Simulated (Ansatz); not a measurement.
System CdS (space group P6_3mc, No. 186); source of the atomic positions: the end point of a relaxation with Ansatz 0.2.0, DFT, r2SCAN, plane waves, PAW.

```cif
data_structure
_symmetry_space_group_name_H-M 'P6_3mc'
_symmetry_Int_Tables_number 186
_cell_length_a 4.1646
_cell_length_b 4.1646
_cell_length_c 6.7662
_cell_angle_alpha 90.000
_cell_angle_beta 90.000
_cell_angle_gamma 120.000
_cell_volume 101.63
loop_
_atom_site_label
_atom_site_type_symbol
_atom_site_symmetry_multiplicity
_atom_site_Wyckoff_symbol
_atom_site_fract_x
_atom_site_fract_y
_atom_site_fract_z
_atom_site_occupancy
Cd1 Cd 2 b 0.66667 0.33333 0.50005 1
S1 S 2 b 0.66667 0.33333 0.87695 1
```

Describe the stacking along c, with columns A (0, 0), B (1/3, 2/3), C (2/3, 1/3) of the hexagonal mesh.

Cd(B) – S(B) – Cd(C) – S(C) (four layers in 6.77 Å).

S layers alone: BC, the hexagonal close-packed type.

Cd: two tetrahedral sites (per hexagonal cell).

Polytype symbol 2H, the symbol of a tetrahedral polytype (number of double layers in the repeat and lattice).

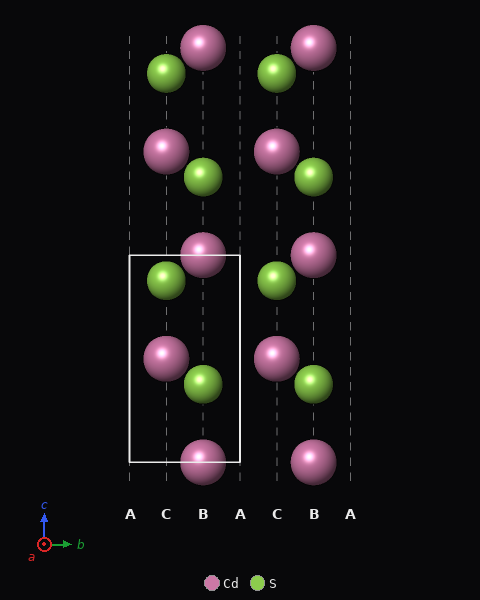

The picture looks along a close-packed row of the hexagonal mesh; c points upwards. The dashed lines mark the three columns A (0, 0), B (1/3, 2/3) and C (2/3, 1/3). The sequence starts with the first layer at or above the cell's origin.
